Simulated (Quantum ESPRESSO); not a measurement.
## NaF (Villiaumite): a mode Grüneisen parameter, worked out

Aim: the Grüneisen parameter and the pressure coefficient of an optical mode of NaF (Villiaumite).

Method: DFT LDA, scalar-relativistic, plane waves, PseudoDojo norm-conserving pseudopotentials, in Quantum ESPRESSO 7.5.

## 1. The relaxed structure

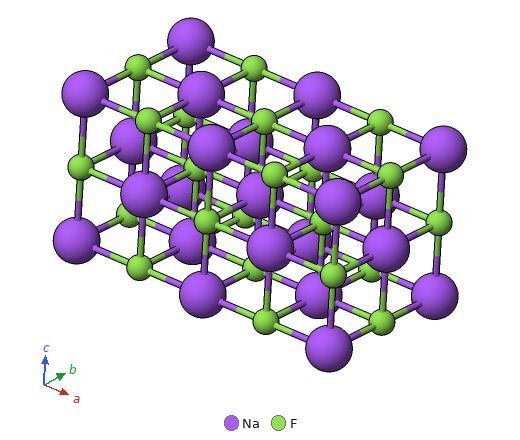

Start, viewed from a free direction; sodium purple, fluorine green. 2×1×1 cells are drawn. This picture shows the conventional cell, with its axes. Some periodic images of atoms are drawn too.

This is the cell after its relaxation at this level of theory, not the database cell from which that began.

## 2. Runs at several volumes

The relaxed cell is scaled uniformly; in this structure symmetry fixes all atoms, so nothing has to be relaxed anew. Each volume gets a ground state and a response at Γ. The mode followed is the highest one without the macroscopic field, of symmetry T1u; longitudinal polar modes lie higher. Cutoff 97 Ry, k mesh 8×8×8.

From the response at V/V₀ = 0.94:

Output:

```text
[banners, grids, parts of the stress and lines that vanish by symmetry left out]
Program PHONON v.7.5
     Reading xml data from directory:

[...]
Exchange-correlation= PW
                           (   1   4   0   0   0   0   0)
[...]
kinetic-energy cut-off    =      97.0000  Ry
     charge density cut-off    =     388.0000  Ry
     convergence threshold     =      1.0E-18
[...]
Exchange-correlation= PW
                           (   1   4   0   0   0   0   0)
[...]
q = (   0.0000000   0.0000000   0.0000000 )
     49 Sym.Ops. (with q -> -q+G )
     G cutoff =  682.6350  (  18643 G-vectors)     FFT grid: ( 40, 40, 40)
     number of k points=    29
[...]
Mode symmetry, O_h (m-3m)  point group:
[...]
Dielectric constant
[...]
End of electric fields calculation
          Dielectric constant in cartesian axis
          (       1.944291043      -0.000000000       0.000000000 )
          (      -0.000000000       1.944291043      -0.000000000 )
          (       0.000000000       0.000000000       1.944291043 )
          Effective charges (d Force / dE) in cartesian axis without acoustic sum rule applied (asr)
           atom    1  Na    Mean Z*:        0.98875
      Ex  (        0.98875        0.00000        0.00000 )
      Ey  (        0.00000        0.98875        0.00000 )
      Ez  (        0.00000        0.00000        0.98875 )
           atom    2  F     Mean Z*:       -0.98811
      Ex  (       -0.98811        0.00000        0.00000 )
      Ey  (        0.00000       -0.98811       -0.00000 )
      Ez  (        0.00000       -0.00000       -0.98811 )
          Effective charges Sum: Mean:        0.00064
[...]
Effective charges (d Force / dE) in cartesian axis with asr applied:
           atom    1  Na    Mean Z*:        0.98843
[...]
atom    2  F     Mean Z*:       -0.98843
[...]
Representation #   1 modes #   1   2   3
[...]
End of self-consistent calculation
     Convergence has been achieved
     Representation #   2 modes #   4   5   6
[...]
End of self-consistent calculation
     Convergence has been achieved
[...]
Dielectric constant in cartesian axis
          (       1.944291043      -0.000000000       0.000000000 )
          (      -0.000000000       1.944291043      -0.000000000 )
          (       0.000000000       0.000000000       1.944291043 )
          Effective charges (d Force / dE) in cartesian axis without acoustic sum rule applied (asr)
           atom    1  Na    Mean Z*:        0.98875
      Ex  (        0.98875        0.00000        0.00000 )
      Ey  (        0.00000        0.98875        0.00000 )
      Ez  (        0.00000        0.00000        0.98875 )
           atom    2  F     Mean Z*:       -0.98811
      Ex  (       -0.98811        0.00000        0.00000 )
      Ey  (        0.00000       -0.98811       -0.00000 )
      Ez  (        0.00000       -0.00000       -0.98811 )
          Effective charges Sum: Mean:        0.00064
[...]
Effective charges (d Force / dE) in cartesian axis with asr applied:
           atom    1  Na    Mean Z*:        0.98843
[...]
atom    2  F     Mean Z*:       -0.98843
[...]
q = (    0.000000000   0.000000000   0.000000000 )
[...]
freq (    1) =       0.026535 [THz] =       0.885124 [cm-1]
     freq (    2) =       0.026535 [THz] =       0.885124 [cm-1]
     freq (    3) =       0.026535 [THz] =       0.885124 [cm-1]
     freq (    4) =       9.490176 [THz] =     316.558186 [cm-1]
     freq (    5) =       9.490176 [THz] =     316.558186 [cm-1]
     freq (    6) =       9.490176 [THz] =     316.558186 [cm-1]
[...]
Mode symmetry, O_h (m-3m)  point group:
     freq (   1-   3) =          0.9  [cm-1]   --> T_1u G_15  G_4- I
     freq (   4-   6) =        316.6  [cm-1]   --> T_1u G_15  G_4- I

   JOB DONE.
```

One volume, V/V₀ = 1, is held back as a test.

```
V/V₀  volume (Å³/atom)  pressure (GPa)   ω (cm⁻¹)
0.94            10.722            4.38     316.56
0.97            11.065            2.00     295.75
   1            11.407           -0.01  held back
1.03            11.749           -1.70     257.37
1.06            12.091           -3.12     239.53
```

## 3. The fit

The mode Grüneisen parameter is γ = −d ln ω / d ln V.

```
ln(V/V₀)    ln ω
 -0.0619  5.7575
 -0.0305  5.6895
  0.0296  5.5505
  0.0583  5.4787
```

A straight line through these points has the slope -2.319, so γ = 2.32; at V/V₀ = 1 it predicts ω = exp(5.6164 + 0.0000) = 274.91 cm⁻¹.

A parabola of pressure against ln V through V/V₀ = 0.97, 1 and 1.03 gives the bulk modulus B = −dP/d ln V = 61 GPa at V₀. With ω₀ from the fitted line the pressure coefficient follows as dω/dP = γ ω₀ / B = 2.32 × 274.9 / 61 = 10.4 cm⁻¹/GPa.

## 4. The run that was held back

Output:

```text
[banners, grids, parts of the stress and lines that vanish by symmetry left out]
[banner, memory and clock lines left out]
Program PHONON v.7.5

[...]
Exchange-correlation= PW
                           (   1   4   0   0   0   0   0)
[...]
kinetic-energy cut-off    =      97.0000  Ry
     charge density cut-off    =     388.0000  Ry
     convergence threshold     =      1.0E-18
[...]
Exchange-correlation= PW
                           (   1   4   0   0   0   0   0)
[...]
q = (   0.0000000   0.0000000   0.0000000 )
     49 Sym.Ops. (with q -> -q+G )
     G cutoff =  711.3827  (  19795 G-vectors)     FFT grid: ( 40, 40, 40)
     number of k points=    29
[...]
Mode symmetry, O_h (m-3m)  point group:
[...]
Dielectric constant
[...]
End of electric fields calculation
          Dielectric constant in cartesian axis
          (       1.930666886       0.000000000       0.000000000 )
          (       0.000000000       1.930666886      -0.000000000 )
          (       0.000000000      -0.000000000       1.930666886 )
          Effective charges (d Force / dE) in cartesian axis without acoustic sum rule applied (asr)
           atom    1  Na    Mean Z*:        0.99905
      Ex  (        0.99905        0.00000        0.00000 )
      Ey  (       -0.00000        0.99905       -0.00000 )
      Ez  (        0.00000       -0.00000        0.99905 )
           atom    2  F     Mean Z*:       -0.99842
      Ex  (       -0.99842        0.00000        0.00000 )
      Ey  (        0.00000       -0.99842       -0.00000 )
      Ez  (        0.00000       -0.00000       -0.99842 )
[...]
Representation #   1 modes #   1   2   3
[...]
End of self-consistent calculation
     Convergence has been achieved
     Representation #   2 modes #   4   5   6
[...]
End of self-consistent calculation
     Convergence has been achieved
[...]
Dielectric constant in cartesian axis
          (       1.930666886       0.000000000       0.000000000 )
          (       0.000000000       1.930666886      -0.000000000 )
          (       0.000000000      -0.000000000       1.930666886 )
          Effective charges (d Force / dE) in cartesian axis without acoustic sum rule applied (asr)
           atom    1  Na    Mean Z*:        0.99905
      Ex  (        0.99905        0.00000        0.00000 )
      Ey  (       -0.00000        0.99905       -0.00000 )
      Ez  (        0.00000       -0.00000        0.99905 )
           atom    2  F     Mean Z*:       -0.99842
      Ex  (       -0.99842        0.00000        0.00000 )
      Ey  (        0.00000       -0.99842       -0.00000 )
      Ez  (        0.00000       -0.00000       -0.99842 )
          Effective charges Sum: Mean:        0.00063
[...]
Effective charges (d Force / dE) in cartesian axis with asr applied:
           atom    1  Na    Mean Z*:        0.99874
[...]
atom    2  F     Mean Z*:       -0.99874
[...]
q = (    0.000000000   0.000000000   0.000000000 )
[...]
freq (    1) =       0.104483 [THz] =       3.485173 [cm-1]
     freq (    2) =       0.104483 [THz] =       3.485173 [cm-1]
     freq (    3) =       0.104483 [THz] =       3.485173 [cm-1]
     freq (    4) =       8.276567 [THz] =     276.076555 [cm-1]
     freq (    5) =       8.276567 [THz] =     276.076555 [cm-1]
     freq (    6) =       8.276567 [THz] =     276.076555 [cm-1]
[...]
Mode symmetry, O_h (m-3m)  point group:
     freq (   1-   3) =          3.5  [cm-1]   --> T_1u G_15  G_4- I
     freq (   4-   6) =        276.1  [cm-1]   --> T_1u G_15  G_4- I
```

It gives 276.08 cm⁻¹ against the predicted 274.91 cm⁻¹, a miss of 1 cm⁻¹.

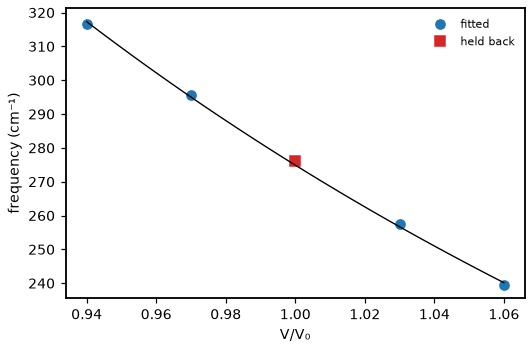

Frequency against volume, with the power-law fit.

## 5. What came out

- mode Grüneisen parameter: 2.319
- bulk modulus: 61.5 GPa
- pressure coefficient: 10.4 cm⁻¹/GPa

In words: The highest optical mode of NaF (Villiaumite) without the LO-TO term stiffens by 10.4 cm⁻¹ a GPa near the relaxed volume, with γ = 2.32. The power law meets all 5 runs within 0.43 %; between neighbouring volumes γ runs from 2.16 to 2.50. Such a coefficient turns a measured shift of this mode into a hydrostatic stress; uniaxial or biaxial stress splits the mode and needs deformation potentials. These are harmonic values at zero temperature for the structure held cubic, which a run at Γ can't show to be stable; the bulk modulus rests on three points.

[Host names and launcher messages were left out of these logs when they were recorded.]

[Logs are printed without paths, hosts, clocks, repeated set-up lines and the standing remarks that a program may print on its own settings, such as how far it seeks lower states.]

[Hosts, paths, dates, database ids (printed as entryN), source tags and the programs' standing remarks are cut or masked in the printed files.]
